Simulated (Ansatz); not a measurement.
Consider Si2Ni.

Input

```
crystal:
  lattice:
    - [-0.0861321723, 2.5839449661, 2.5555398353]
    - [2.7787320976, -0.1296141844, 2.5990218474]
    - [2.8026384358, 2.6513333163, -0.1535205225]
  atoms:
    - { symbol: Si, position: [0.2527574695, 0.2505029946, 0.2500259575] }
    - { symbol: Si, position: [0.7486843823, 0.7499713683, 0.7482142218] }
    - { symbol: Ni, position: [-0.0014418518, -0.0004743628, 0.0017598207] }
basis:
  ecutwfc: 420
kpoints:
  mp_grid: { grid: [10, 10, 10] }
hamiltonian:
  xc: pbe
scf:
  occupations: { method: gaussian, width: 0.15 }
output:
  forces: true
  stress: true
  eigenvalues: true
  write_density: true
  write_potential: true
  elf: true
  volumetric_format: npy
relax:
  adjacent_minimum: "off"
  f_tol: 0.01
  max_steps: 80
  cell: { stress_tol: 0.1 }
```

Run with:

```sh
ansatz run input.yaml --threads 1 --pin off --max-ram 2560MiB --backend cpu --events-out ev --progress --plain --runs-dir out
```

Below, planes, directions and counts refer to the conventional cell (a = 5.45 Å, b = 5.45 Å, c = 5.44 Å, α = 90.00°, β = 90.00°, γ = 90.00°).

The fields are those of the run's last geometry, not of the input's.

Space group Fm-3m; computed without spin polarisation.

Theory: Ansatz, DFT PBE, scalar-relativistic, plane waves, PAW.

> What can the converged valence pseudo-density and electron localisation function tell about the bonding?

Si–Ni (2.36 Å): ρ at the midpoint is about 0.46 e/Å³; the ELF peaks at about 0.80 in the valence shell of Si, 0.9 Å from its nucleus, and is about 0.55 at the midpoint.

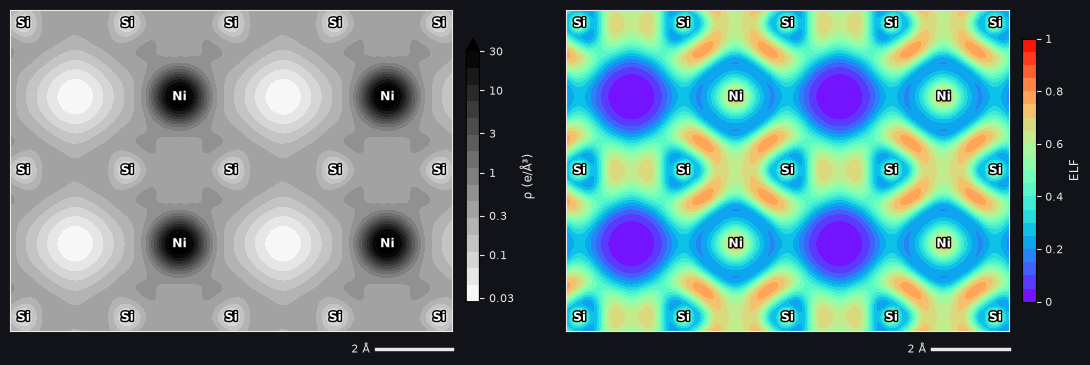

Computed valence pseudo-density and electron localisation function on the (101̄) plane of the conventional cell, in this order. 

In a PAW calculation such maps are meaningful between the atoms, not at the nuclei.
